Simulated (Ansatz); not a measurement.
Consider CdF$_{2}$.

Input

```
crystal:
  lattice:
    - [3.8458797618, 0.0, 0.0]
    - [-1.9229398809, 3.3306295736, 0.0]
    - [1.9229398809, 1.1102098579, 3.072026616]
  atoms:
    - { symbol: Cd, position: [0.0, 0.0, 0.0] }
    - { symbol: F, position: [0.4983568356, 0.7491784178, 0.7524647466] }
    - { symbol: F, position: [0.5016431644, 0.2508215822, 0.2475352534] }
basis:
  ecutwfc: 500
kpoints:
  mp_grid: { grid: [9, 9, 9] }
  band_path: { path: [VBM, CBM], npoints: 2 }
hamiltonian:
  xc: r2scan
scf:
  occupations: { method: gaussian, width: 0.02 }
output:
  forces: true
  stress: true
  eigenvalues: true
  write_density: true
  write_potential: true
  elf: true
  volumetric_format: npy
```

Run with:

```sh
ansatz run input.yaml --threads 2 --pin off --max-ram 5120MiB --backend cpu --events-out ev --progress --plain --runs-dir out
```

Below, planes, directions and counts refer to the conventional cell (a = 3.85 Å, b = 3.85 Å, c = 9.22 Å, α = 90.00°, β = 90.00°, γ = 120.00°).

Space group R-3m; changed on purpose from its base cell (band edges of the strained film's bulk).

Theory: DFT r2SCAN, scalar-relativistic, plane waves, PAW (Ansatz).

Predict the valence pseudo-density and electron localisation function between the atoms.

Cd–F (2.31 Å): ρ is about 0.33 e/Å³ halfway; the ELF is about 0.05 at the midpoint; no shared electron pair shows on this line.

Metal or insulator at this level of theory?

It is gapped, with a Kohn–Sham gap of 3.8 eV on the k-point mesh, an upper bound to the gap of this method.

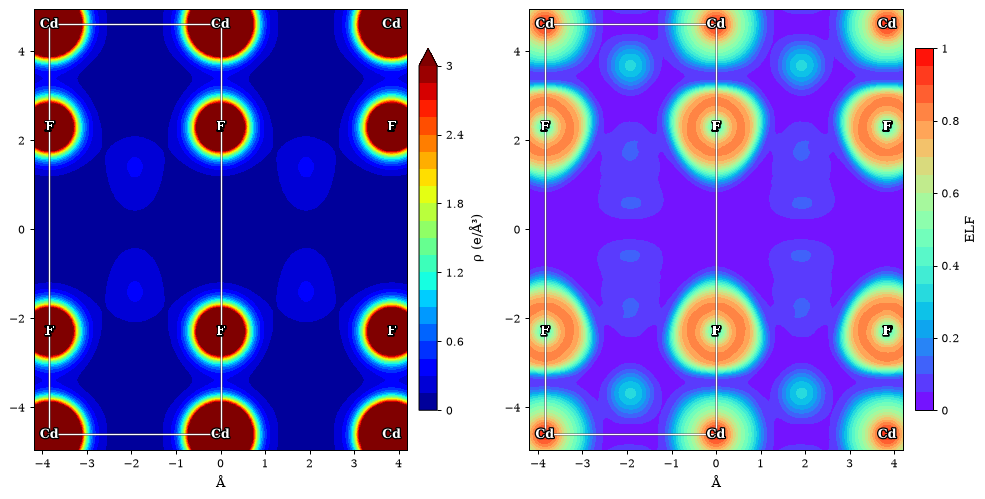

Computed valence pseudo-density and electron localisation function on the (100) plane of the conventional cell, in this order. 
